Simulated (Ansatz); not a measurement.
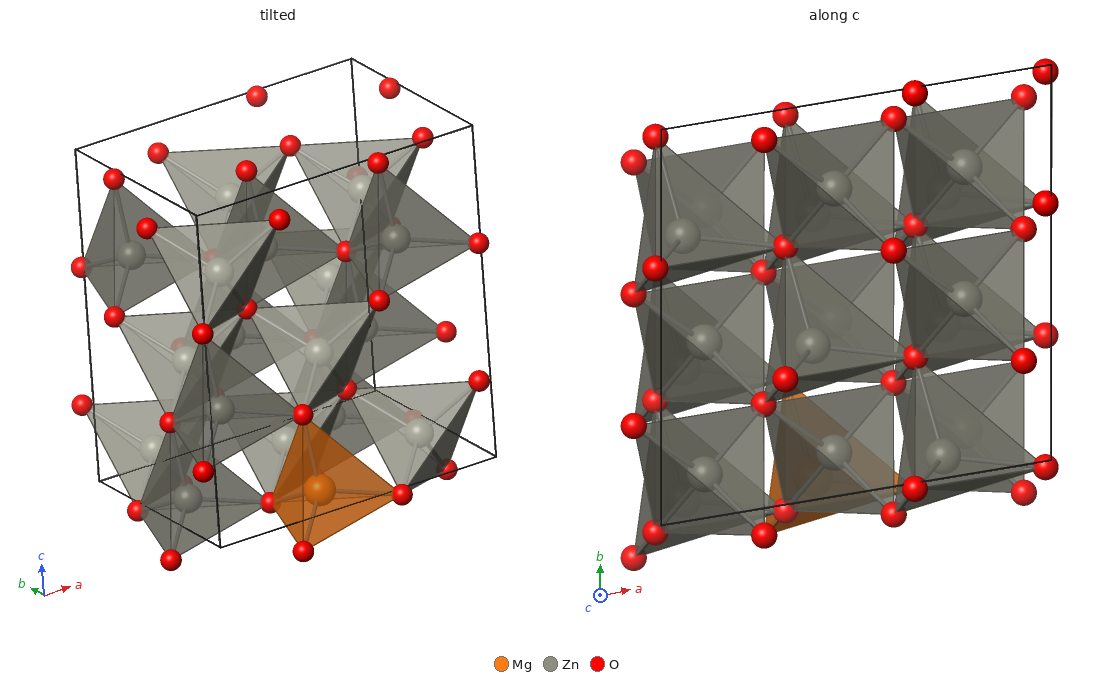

The image is a polyhedral drawing of a crystal, viewed slightly off an axis and along the c axis. Lines trace the edges of the simulation cell. Some atoms of the next cells are drawn as well.

Caption:

- Its composition is MgZn$_{17}$O$_{18}$.
- The symmetry is that of R3m (No. 160), on a rhombohedral (trigonal R) lattice.
- The cell has 36 atoms, namely 1 Mg, 17 Zn, 18 O.
- The polyhedra are MgO4 tetrahedra and ZnO4 tetrahedra; they share corners.
- The neighbours of Mg are four O in a tetrahedral arrangement. Around each Zn lie four O in a tetrahedral arrangement.
- Counting atoms within bonding range gives coordination numbers of O 4.
- The bonds build a three-dimensional framework.

Provenance: a structure listed in the Materials Project, repeated into a supercell with a point defect put in. The atoms were relaxed in a fixed cell with Ansatz 0.2.0, DFT PBE, scalar-relativistic, plane waves, PAW.
